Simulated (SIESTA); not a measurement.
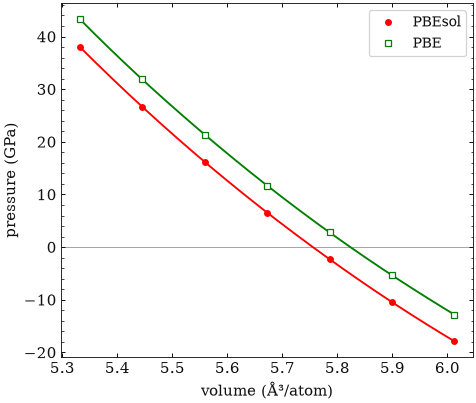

How it was computed, with SIESTA 5.4.2: DFT in numerical atomic orbitals with pseudopotentials, no spin polarisation; energies at scaled volumes of the given cell, shape and fractions fixed, counted from the fit's minimum, third-order Birch-Murnaghan fit. All runs: no spin polarisation.

- k mesh: 12×12×7
- occupations: Fermi–Dirac
- smearing width: 0.05 eV
- potentials: PseudoDojo 0.4 standard, converted to PSML, two zetas on semicore shells

Figure. Pressure against volume, with one curve for each functional, for C (space group P6_3/mmc).

The fitted equilibrium volumes, smallest first, are PBEsol 5.755, PBE 5.824 Å³/atom. The fitted bulk moduli, smallest first, are PBE 424.8, PBEsol 439.7 GPa. For PBEsol, the pressure falls from 38.02 GPa at volume 5.3318 Å³/atom to −17.87 GPa at 6.0124 Å³/atom, and changes sign near 5.76 Å³/atom. For PBE, the pressure falls from 43.31 GPa at volume 5.3318 Å³/atom to −12.81 GPa at 6.0124 Å³/atom, and changes sign near 5.82 Å³/atom.

Note: mulliken charges of long orbitals; shape and atomic fractions are frozen while scaling, which makes layered, chain and framework solids too stiff.
